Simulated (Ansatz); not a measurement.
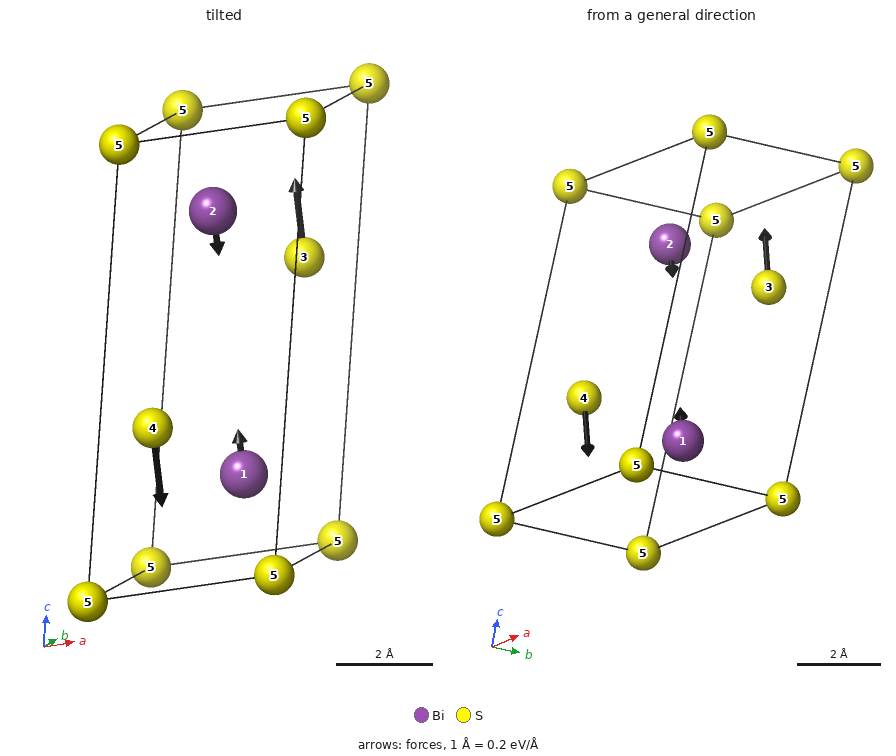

A spheres-only rendering, viewed slightly off an axis and from a general direction. The parallelepiped is the cell (the run's own, in a reduced setting). The arrows are the computed forces on the atoms.

System: Bi2S3. Run with Ansatz 0.2.0, DFT, HSE06, plane waves, PAW and these settings: a basis cut at 420 eV, k-points about 0.46 Å⁻¹ apart, no spin polarisation.

### Are the forces small enough to call this converged?

No. The atoms still feel forces of up to about 0.26 eV/Å, far above a usual threshold of 0.01 to 0.03 eV/Å.

### Find the atom with the largest force.

S3 and S4, about 0.26 eV/Å.

The structure was taken from a structure type filled with these elements by a generator (whether the compound takes this form wasn't checked). The cell was then strained or its atoms displaced on purpose. It was the input of a calculation with Ansatz.
